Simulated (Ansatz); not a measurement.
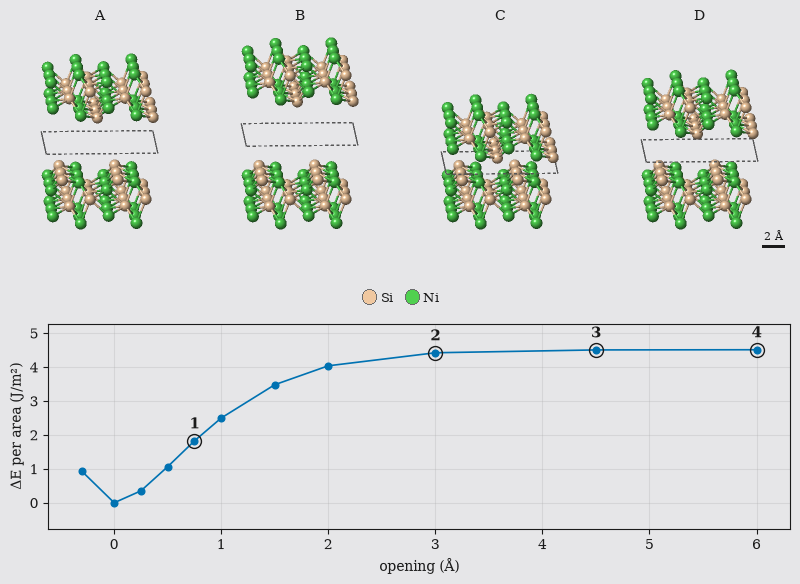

A scan of crystalline SiNi (Pnma): the crystal is pulled apart rigidly along the normal of the (0 0 1) plane of the conventional cell, at a cut between a plane of Si below and one of Si above, 0.96 Å apart. One cut stands in each cell, which starts 11.1 Å high; nothing is relaxed, and the dashed outline marks the cut. The frames are shuffled; the numbered points of the plot belong to them. Style: ball-and-stick. Shown: the layers on both sides of the cut, from the side, nearly along the cut plane.

Computed with DFT PBEsol, scalar-relativistic, plane waves, PAW in Ansatz. Settings: plane-wave cutoff 420 eV; k-point mesh 8 × 12 × 4; occupations gaussian; smearing width 0.15 eV; no spin polarisation. Energies (free energies at the smearing named) are counted from the relaxed crystal.

Which frame belongs to which numbered point?

Answer. Point 1 is frame C (the opening 0.75 Å, 1.826 J/m²); 2 is frame D (the opening 3.00 Å, 4.423 J/m²); 3 is frame A (the opening 4.50 Å, 4.507 J/m²); 4 is frame B (the opening 6.00 Å, 4.513 J/m²). At the widest opening, 6.00 Å, the energy has risen by 4.513 J/m², where the curve has levelled off: this is the ideal work of separation, the sum of the two unrelaxed surface energies of a slab 11.1 Å thick. The steepest rise lies between 0.50 Å and 0.75 Å, with a mean traction of about 30 GPa. Pressing the cut together by 0.30 Å costs 0.923 J/m².

Limits of the set-up: an element that often carries a moment was run without spin polarisation.
